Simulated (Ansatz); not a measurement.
```yaml
crystal:
  lattice:
    - [3.21200, 0.00000, 0.00000]
    - [0.00000, 3.21200, 0.00000]
    - [0.00000, 0.00000, 7.88000]
  atoms:
    - { symbol: Si, position: [0.00000, 0.00000, 0.33445] }
    - { symbol: Si, position: [0.50000, 0.50000, 0.83445] }
    - { symbol: Si, position: [0.00000, 0.00000, 0.66555] }
    - { symbol: Si, position: [0.50000, 0.50000, 0.16555] }
    - { symbol: W, position: [0.00000, 0.00000, 0.00000] }
    - { symbol: W, position: [0.50000, 0.50000, 0.50000] }
```

Space group I4/mmm; computed pressure about −3 GPa in this cell.

These are results of Ansatz, DFT, r2SCAN, plane-wave PAW, default files, scalar-relativistic, not measurements.

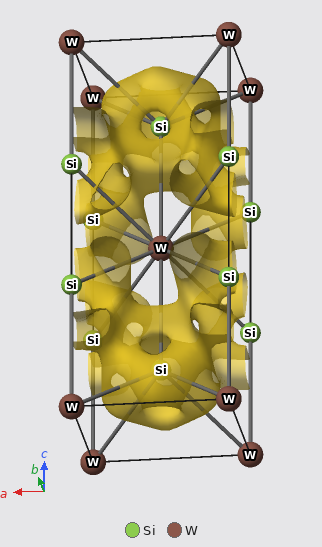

Si₂W. Isosurface of the ELF at 0.55 (yellow), seen at an oblique angle. Only the valence region is drawn (cores and ρ < 0.01 e/Å³ removed). Sticks mark near contacts.

In a PAW calculation such maps are meaningful between the atoms, not at the nuclei.

Where are the electrons localised?

The ELF exceeds this value in sheets that run through the cell in two directions, counted in one cell of 6 atoms. Any copies at cell faces, edges or corners count once.

Values along the shortest contacts:
Si–W (2.62 Å): the ELF peaks at about 0.75 in the valence shell of Si, 0.9 Å from its nucleus, and is about 0.45 at the midpoint.

Metal or insulator at this level of theory?

It is metallic or semimetallic at this level of theory: no gap opens.
